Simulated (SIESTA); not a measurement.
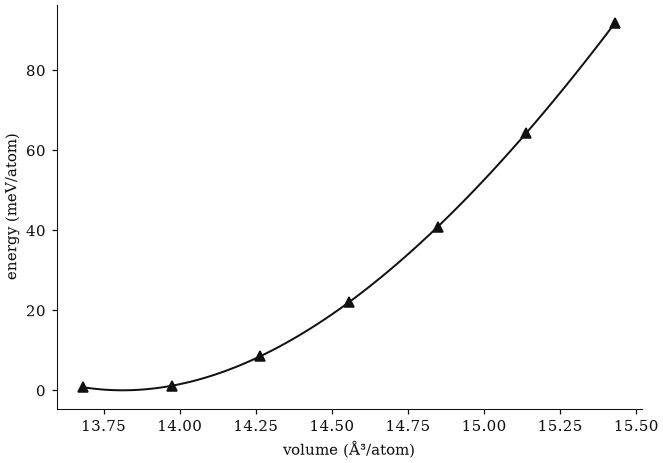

Method: DFT in numerical atomic orbitals with pseudopotentials, no spin polarisation; energies at scaled volumes of the given cell, shape and fractions fixed, counted from the fit's minimum, third-order Birch-Murnaghan fit (SIESTA 5.4.2). Level: LDA.

- k mesh: 9×9×7
- occupations: Fermi–Dirac
- smearing width: 0.05 eV
- potentials: PseudoDojo 0.4 standard, converted to PSML, two zetas on semicore shells
- program settings: basis DZP, mesh cutoff 800 Ry

Cell as given: a = 2.811 Å, b = 2.811 Å, c = 3.685 Å, α = 90.00°, β = 90.00°, γ = 90.00°; 2 atoms.

Caption: Energy against volume for CuAu, space group P4/mmm (No. 123).

A third-order Birch–Murnaghan fit gives V0 = 13.81 Å³/atom, B0 = 197 GPa and B′ = 5.5. The energy rises from 0.76 meV/atom at volume 13.68 Å³/atom to 91.82 meV/atom at 15.43 Å³/atom.

Limits of the calculation: mulliken charges of long orbitals; short basis over semicore shells; spin-orbit coupling left out, heavy elements; shape and atomic fractions are frozen while scaling, which makes layered, chain and framework solids too stiff.
